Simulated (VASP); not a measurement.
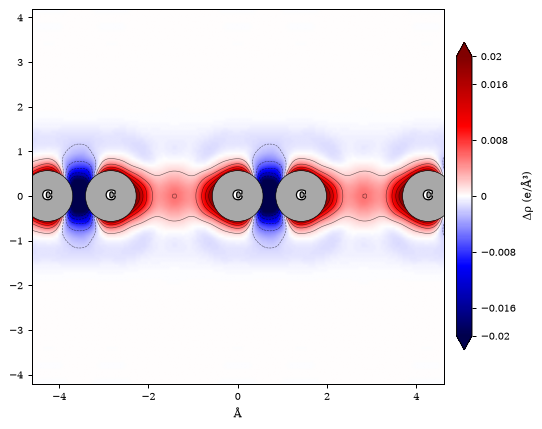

C. Difference of the valence pseudo-densities of two functionals at the same geometry, on the (110) plane of the calculation cell, a cut from vacuum to vacuum: PBE less SCAN.

Both computed with VASP (plane waves, PAW), on the same k-point mesh. Grey discs cover the atomic cores.

```cif
data_structure
_symmetry_space_group_name_H-M 'P 1'
_symmetry_Int_Tables_number 1
_cell_length_a 2.4610
_cell_length_b 2.4610
_cell_length_c 18.0000
_cell_angle_alpha 90.000
_cell_angle_beta 90.000
_cell_angle_gamma 120.000
_cell_volume 94.41
loop_
_atom_site_label
_atom_site_type_symbol
_atom_site_fract_x
_atom_site_fract_y
_atom_site_fract_z
_atom_site_occupancy
C1 C 0.00000 0.00000 0.50000 1
C2 C 0.33333 0.66667 0.50000 1
```

Question: What does the difference map show?

Answer: Against SCAN, PBE gives less density around C (−0.007 e/Å³ on average at 0.8 Å from the nucleus) and a change of −0.041 e/Å³ at the midpoint of C–C.
